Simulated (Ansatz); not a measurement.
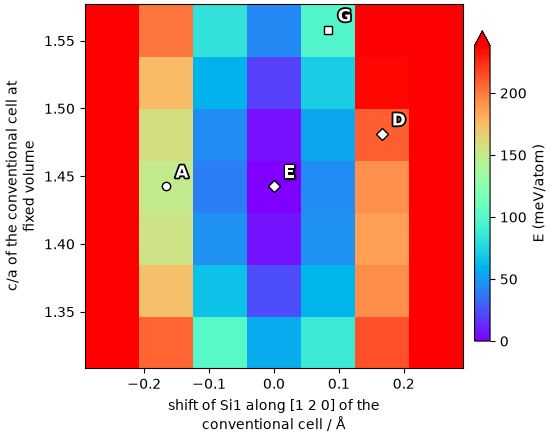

Si2W (P6_222, No. 180; 9 atoms in the cell). The energy is mapped over a free internal coordinate and the cell. The first coordinate is: shift of Si1 along [1 2 0] of the conventional cell, Cartesian (0 1 0), its symmetry partners moved as symmetry demands (measured in the relaxed cell); the second: c/a of the conventional cell at fixed volume. Nothing is relaxed (all other coordinates fixed). The grid has 7 × 7 points. Points are written as (first, second). Energies: meV/atom, counted from the lowest grid point. The band gap closes in part of the range. Level of theory: DFT LDA, scalar-relativistic, plane waves, PAW in Ansatz. Settings: cutoff 420 eV, k-mesh 9×9×6 in the order of the run's cell vectors, gaussian smearing 0.03 eV, no spin polarisation.

Drawn: one coloured cell a grid point, one colour for all values above the top of the scale, lettered points.

### Is E the lowest point of the computed grid?

Yes. E, at (0.000 Å, 1.443), has the lowest energy of the grid.

### Rank the lettered points by energy, lowest first.

E (0 meV/atom), G (98 meV/atom), A (150 meV/atom), D (209 meV/atom).

PAW datasets: the set soft_1.
